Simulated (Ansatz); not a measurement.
Input file:

```
crystal:
  lattice:
    - [3.6735674498, 0.0, 0.0]
    - [-1.8367837249, 3.181402734, 0.0]
    - [0.0, 0.0, 5.9513477653]
  atoms:
    - { symbol: Sn, position: [0.0, 0.0, 0.0] }
    - { symbol: S, position: [0.3333333333, 0.6666666667, 0.2453549378] }
    - { symbol: S, position: [0.6666666667, 0.3333333333, 0.7546450622] }
kpoints:
  mp_grid: { grid: [6, 6, 4] }
  band_path:
    path:
      - [0.0, 0.0, 0.0]
      - [0.5, 0.0, 0.0]
      - [0.3333333333, 0.3333333333, 0.0]
      - [0.0, 0.0, 0.5]
      - [0.5, 0.0, 0.5]
      - [0.3333333333, 0.3333333333, 0.5]
      - [0.0, -0.5, 0.25]
      - [-0.104167, 0.052083, 0.0]
      - [0.0, -0.460938, -0.320313]
    npoints: 1
hamiltonian:
  xc: hse06
scf:
  occupations: { method: fixed }
  n_extra_bands: 4
output:
  forces: true
  stress: true
  eigenvalues: true
  write_density: true
  write_potential: true
  elf: true
  volumetric_format: npy
```

Run with:

```sh
ansatz run input.yaml --threads 4 --pin off --max-ram 3686MiB --backend cpu --events-out ev --progress --plain --runs-dir out
```

Below, planes, directions and counts refer to the conventional cell (a = 3.67 Å, b = 3.67 Å, c = 5.95 Å, α = 90.00°, β = 90.00°, γ = 120.00°).

Space group P-3m1; started from the 1T (CdI2) bulk prototype, which need not be the ambient phase; changed on purpose from its base cell (epitaxial xy strain +0.3%).

Method: DFT, HSE06, plane waves, PAW (Ansatz).

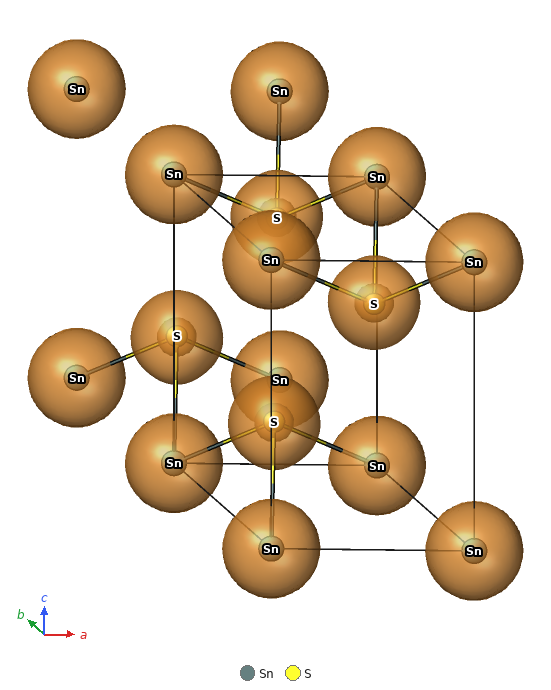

SnS$_{2}$. Isosurface of the valence charge density (pseudo) at 0.8 e/Å³ (orange), seen at an oblique angle. Sticks mark near contacts.

Core electrons are frozen (PAW), and the valence fields are smoothed inside the atomic spheres.

What does this surface tell about the bonding?

At this value the density breaks into separate islands; it holds about 55 % of the electrons treated as valence (semicore included). It bridges none of the near contacts. It is pinched off along the sampled Sn–S (2.57 Å) contacts. On the grid the lowest density along these lines, outside the cores, is 0.44 e/Å³ (Sn–S, 2.57 Å).

Does the calculation give a band gap?

It is gapped, with a Kohn–Sham gap of 2.3 eV on the k-point mesh, an upper bound to the gap of this method.
